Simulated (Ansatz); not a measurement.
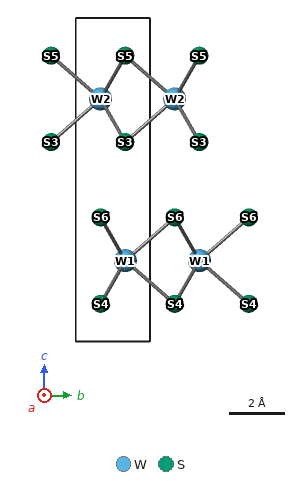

A scan of crystalline WS2 (P6_3/mmc): the cell is strained in shear in the yz plane, with the atoms kept at their fractional coordinates. x, y and z are the Cartesian axes of the input. The picture shows the reference cell. The picture is a ball-and-stick view of the cell of the calculation, repeated 2 × 2 × 1 with one cell outlined, seen along the a axis.

Computed with DFT PBEsol+D3(BJ), scalar-relativistic, plane waves, PAW in Ansatz 0.2.0. (plane-wave cutoff 420 eV; k-point mesh 12 × 12 × 4; occupations gaussian; smearing width 0.05 eV; no spin polarisation). Energies (free energies at the smearing named) are counted from the relaxed crystal.

Input file:
```yaml
crystal:
  lattice:
    - [3.1147273971, 0.0, 0.0]
    - [-1.5573636985, 2.6974330517, 0.0]
    - [0.0, 0.0, 11.7722466704]
  atoms:
    - { symbol: W, position: [0.3333333333, 0.6666666667, 0.25] }
    - { symbol: W, position: [0.6666666667, 0.3333333333, 0.75] }
    - { symbol: S, position: [0.3333333333, 0.6666666667, 0.6164531912] }
    - { symbol: S, position: [0.6666666667, 0.3333333333, 0.1164531912] }
    - { symbol: S, position: [0.3333333333, 0.6666666667, 0.8835468088] }
    - { symbol: S, position: [0.6666666667, 0.3333333333, 0.3835468088] }
basis:
  ecutwfc: 420
kpoints:
  mp_grid: { grid: [12, 12, 4] }
hamiltonian:
  xc: pbesol
  dispersion: d3bj
scf:
  occupations: { method: gaussian, width: 0.05 }
output:
  forces: true
  stress: true
  eigenvalues: true
  write_density: true
  write_potential: true
  elf: true
  volumetric_format: npy
```

Command:
```bash
ansatz run input.yaml --threads 1 --pin off --max-ram 2560MiB --backend cpu --events-out ev --progress --plain --runs-dir out
```

> What energies does the calculation give (the strain: −0.0600, −0.0450, −0.0300, −0.0150, 0.0000, 0.0075, 0.0150, 0.0225, 0.0300, 0.0375, 0.0450, 0.0525, 0.0600)?

| engineering shear strain | E − E(ref) (meV/atom) |
| --- | --- |
| −0.0600 | 33.7 |
| −0.0450 | 18.9 |
| −0.0300 | 8.4 |
| −0.0150 | 2.1 |
| 0.0000 | 0.0 |
| 0.0075 | 0.5 |
| 0.0150 | 2.1 |
| 0.0225 | 4.7 |
| 0.0300 | 8.4 |
| 0.0375 | 13.1 |
| 0.0450 | 18.9 |
| 0.0525 | 25.8 |
| 0.0600 | 33.7 |

Points that are alike by symmetry were computed once.

Of the computed points the lowest is at the strain 0.00, 0.0 meV/atom. The end points stand at 33.7 meV/atom (−0.06) and 33.7 meV/atom (0.06). The curvature at zero strain, (1/V) d²E/dε², is about 180 GPa; it is C₄₄ with clamped ions. The distortion takes the space group from P6_3/mmc to C2/m. At the strain −0.06 the cell of the drawing goes b 3.115 → 3.116 Å, c 11.772 → 11.778 Å, α 90.0° → 93.0°.

As a plot (hollow markers are points alike by symmetry):

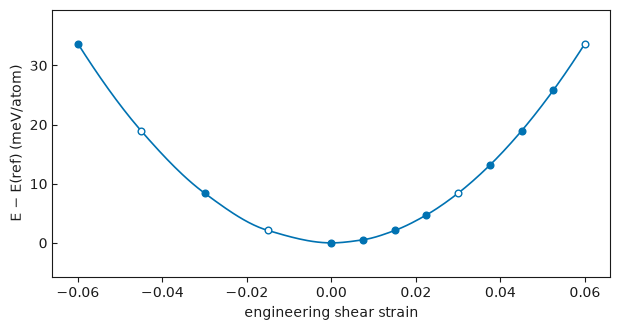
